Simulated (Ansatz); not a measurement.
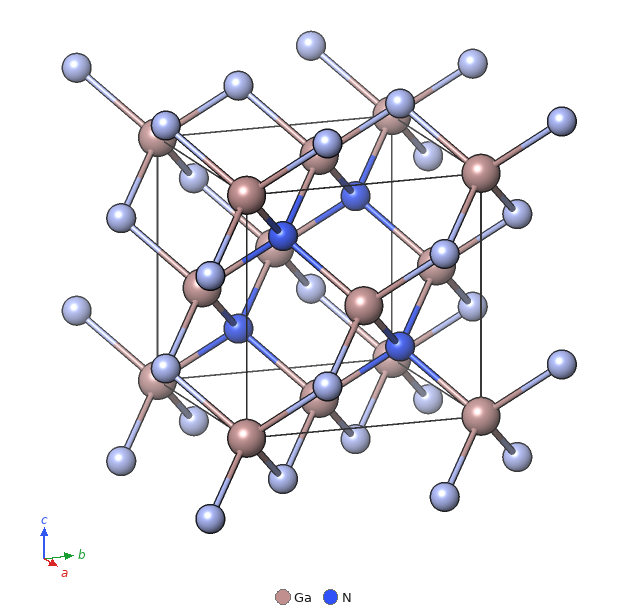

Ball-and-stick drawing of the structure, looking slightly off an axis. The frame is the conventional unit cell; atoms at its boundary are shown with their periodic copies. Bonds that leave the box are completed with the atoms at their other ends, in fainter colours. Cell: a = 4.55 Å, b = 4.55 Å, c = 4.55 Å, α = 90.00°, β = 90.00°, γ = 90.00°.

Source of the structure: a structure listed in the Materials Project. Earlier steps of the study may have refined or changed the cell and positions. A calculation with Ansatz used it as input.

Q: Caption:

A: This is GaN. The symmetry is that of F-43m (No. 216), on a face-centred cubic lattice. This arrangement goes by the name zinc blende (sphalerite type). With Z = 4, the cell contains 4 Ga, 4 N. The neighbours of Ga are four N in a tetrahedral arrangement at about 2.0 Å. The N atoms are each bonded to four Ga in a tetrahedral arrangement at about 2.0 Å. The bonds build a three-dimensional framework.

Calculation details: DFT PBE, scalar-relativistic, plane waves, PAW in Ansatz; wavefunction cutoff 420 eV, k-points about 0.24 Å⁻¹ apart, Gaussian smearing of 0.02 eV, no spin polarisation.

Q: Does it come out as a metal, or with a gap?

A: A semiconductor at this level, with a gap of 1.54 eV, direct.

Q: State the Bader charges by element.

A: Ga +1.54 e; N -1.54 e.

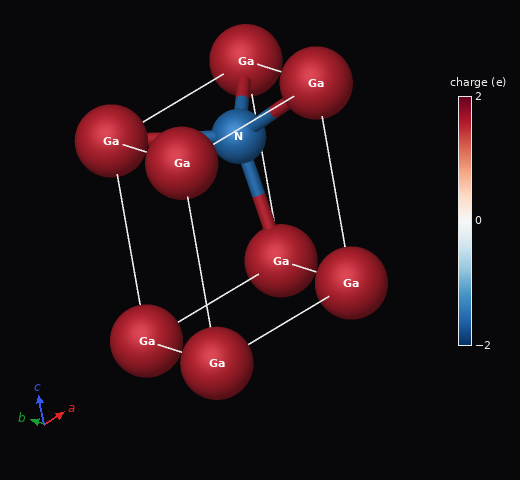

The atoms coloured by those charges. The run's cell of 2 atoms is drawn, so axes and origin can differ from the first picture.

Q: Can this geometry be taken as optimised?

A: Yes. All forces vanish to within 0.01 eV/Å. The pressure is 0.0 GPa, close to zero.
